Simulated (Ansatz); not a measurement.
# Mg5O4 (slab): what the fields show

```
CELL_PARAMETERS angstrom
2.97283 0.00000 0.00000
-1.48642 2.57455 0.00000
0.00000 0.00000 24.70922
ATOMIC_POSITIONS crystal
Mg 0.66667 0.33333 0.30141
O 0.00000 0.00000 0.35276
Mg 0.33333 0.66667 0.40175
O 0.66667 0.33333 0.45087
Mg 0.00000 0.00000 0.50000
O 0.33333 0.66667 0.54913
Mg 0.66667 0.33333 0.59825
O 0.00000 0.00000 0.64724
Mg 0.33333 0.66667 0.69859
```

The calculation used Ansatz 0.2.0, DFT r2SCAN, scalar-relativistic, plane waves, PAW.

In a PAW calculation such maps are meaningful between the atoms, not at the nuclei.

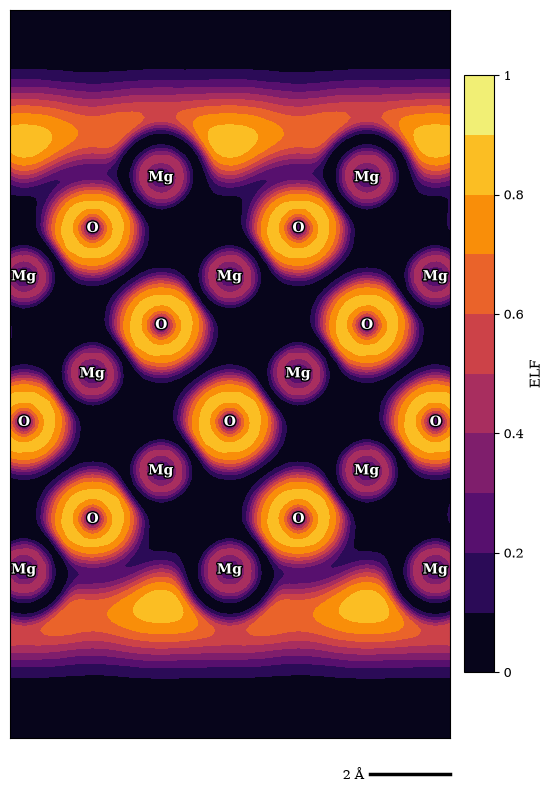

Figure 1. ELF on the (110) plane of the calculation cell, a cut from vacuum to vacuum.

What does the map show?

Answer. Atoms in the plane: Mg and O. Mg–O (2.10 Å): the ELF peaks at about 0.85 in the valence shell of O, 0.6 Å from its nucleus, and is about 0.35 at the midpoint.

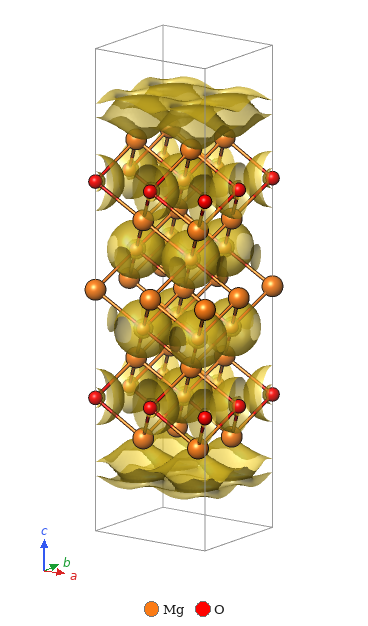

Figure 2. Isosurface of the ELF at 0.65 (yellow), seen slightly off an axis. Only the valence region is drawn (cores and ρ < 0.01 e/Å³ removed). Sticks mark near contacts.

Where are the electrons localised?

Answer. At this value the surface marks out four regions wrapped around O (the valence shell of each) and sheets that run through the cell in two directions, counted in one cell of 9 atoms. Counts are for one cell; the picture repeats the cell along the surface.

Metal or insulator at this level of theory?

Answer. It is metallic or semimetallic at this level of theory: no gap opens.
